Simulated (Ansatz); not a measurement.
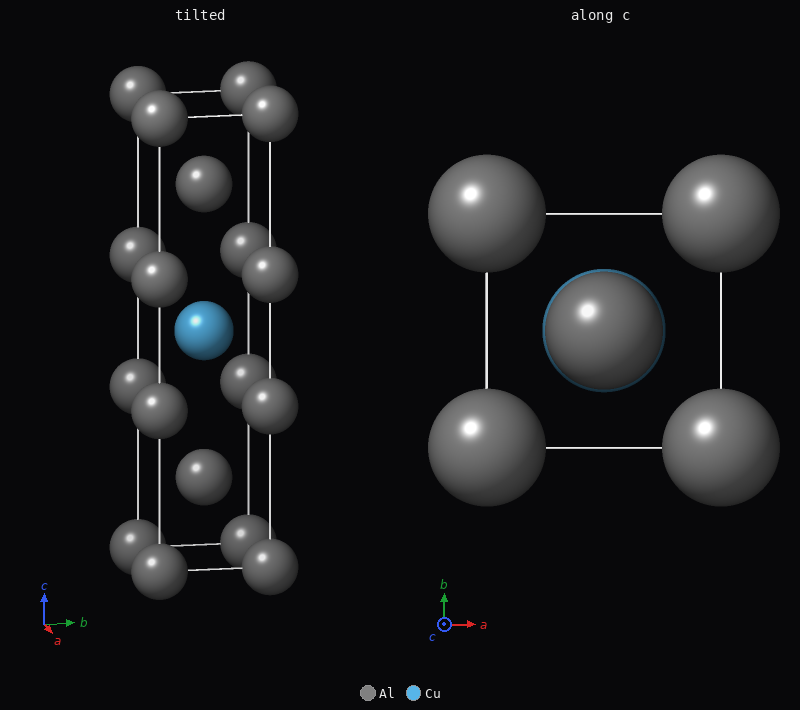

Structure drawing (spheres-only), viewed slightly off an axis and along the c axis. Thin lines show the conventional unit cell, with boundary atoms drawn in all their periodic places.

Al5Cu, space group P4/mmm (No. 123), a = 2.829 Å, b = 2.829 Å, c = 11.662 Å, α = 90.00°, β = 90.00°, γ = 90.00°. Its origin is a structure type filled with these elements by a generator (whether the compound takes this form wasn't checked). Earlier steps of the study, as a rule a relaxation of our own, may have changed the cell and positions, so they can lie some per cent off the listed ones. It went into a calculation with Ansatz.

This one geometry was computed with Ansatz (DFT, plane waves, PAW) at three levels of theory: PBEsol, r2SCAN and PBE.

Question: Which level gives the highest pressure at this volume, and what does that say about its equilibrium volume?

Answer: Highest: PBE (0.0 GPa), which points to the largest equilibrium volume. Lowest, with the smallest volume: r2SCAN (-3.2 GPa). Levels within 0.5 GPa of each other can't be told apart.

Question: How does the band gap change with the level of theory?

Answer: All levels give a metal.

Question: Collect the results in a table.

Answer:
| level | cutoff (eV) | k-mesh of the run's cell | gap (eV) | pressure (GPa) |
| --- | --- | --- | --- | --- |
| PBEsol | 420 | 14×14×4 | metal | -2.3 |
| r2SCAN | 500 | 14×14×4 | metal | -3.2 |
| PBE | 420 | 14×14×4 | metal | 0.0 |

Gaps are taken on the k-mesh or band path of each run.
